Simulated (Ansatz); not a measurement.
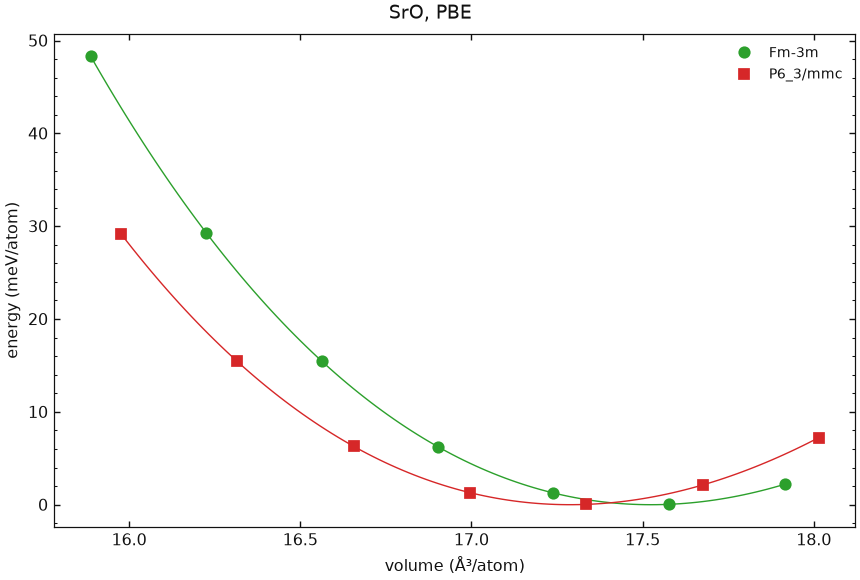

Plotted: energy against volume, with one curve for each structure, for SrO. Each energy curve has its own zero, so the curves don't rank the structures.

Method: all-electron LAPW DFT, no spin polarisation; energies at scaled volumes of the given cell, shape and fractions fixed, counted from the fit's minimum, third-order Birch-Murnaghan fit (Ansatz 0.2.0). Level: PBE.

occupations Fermi–Dirac; smearing width 0.05 eV; potentials all electron LAPW, scalar relativistic.

Settings that differ: Fm-3m: k mesh 9×9×9; P6_3/mmc: k mesh 9×9×5.

The numbers behind the figure:

Fm-3m:
| volume (Å³/atom) | energy (meV/atom) |
| --- | --- |
| 15.89 | 48.33 |
| 16.23 | 29.29 |
| 16.56 | 15.44 |
| 16.90 | 6.26 |
| 17.24 | 1.27 |
| 17.58 | 0.04 |
| 17.92 | 2.21 |

P6_3/mmc:
| volume (Å³/atom) | energy (meV/atom) |
| --- | --- |
| 15.98 | 29.21 |
| 16.32 | 15.45 |
| 16.66 | 6.30 |
| 17.00 | 1.30 |
| 17.34 | 0.03 |
| 17.68 | 2.12 |
| 18.02 | 7.23 |
